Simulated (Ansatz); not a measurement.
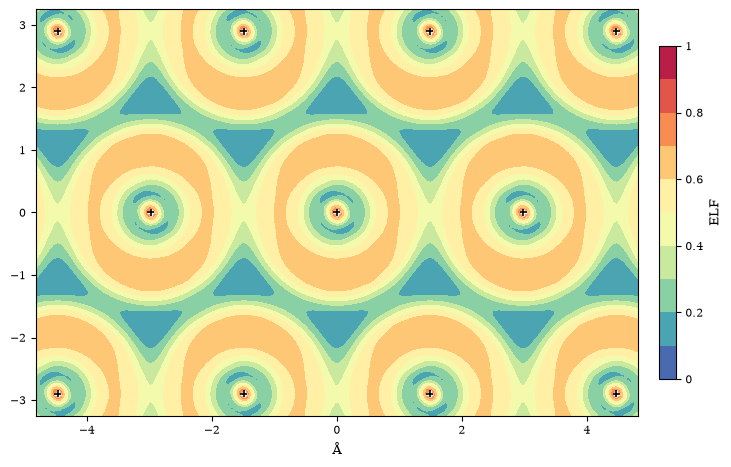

The electron localisation function on a plane through atoms (crosses mark nuclei in the plane).

These are results of DFT LDA, scalar-relativistic, plane waves, PAW (Ansatz 0.2.0), not measurements.

Candidates:
A. I, a = 2.98 Å, b = 2.98 Å, c = 4.97 Å, α = 90.00°, β = 90.00°, γ = 90.00°. Space group I4/mmm; computed pressure about 32 GPa in this cell; computed without spin polarisation.
B. Al2Cu, a = 5.67 Å, b = 5.67 Å, c = 5.67 Å, α = 90.00°, β = 90.00°, γ = 90.00°. Space group Fm-3m; a structure from a database of computed crystals, not necessarily the ambient phase; computed without spin polarisation.

Question: Which candidate gave the map?

Answer: Candidate A: I on the (011̄) plane of the conventional cell, which holds I. I–I (2.98 Å): the ELF is about 0.40 at the midpoint.
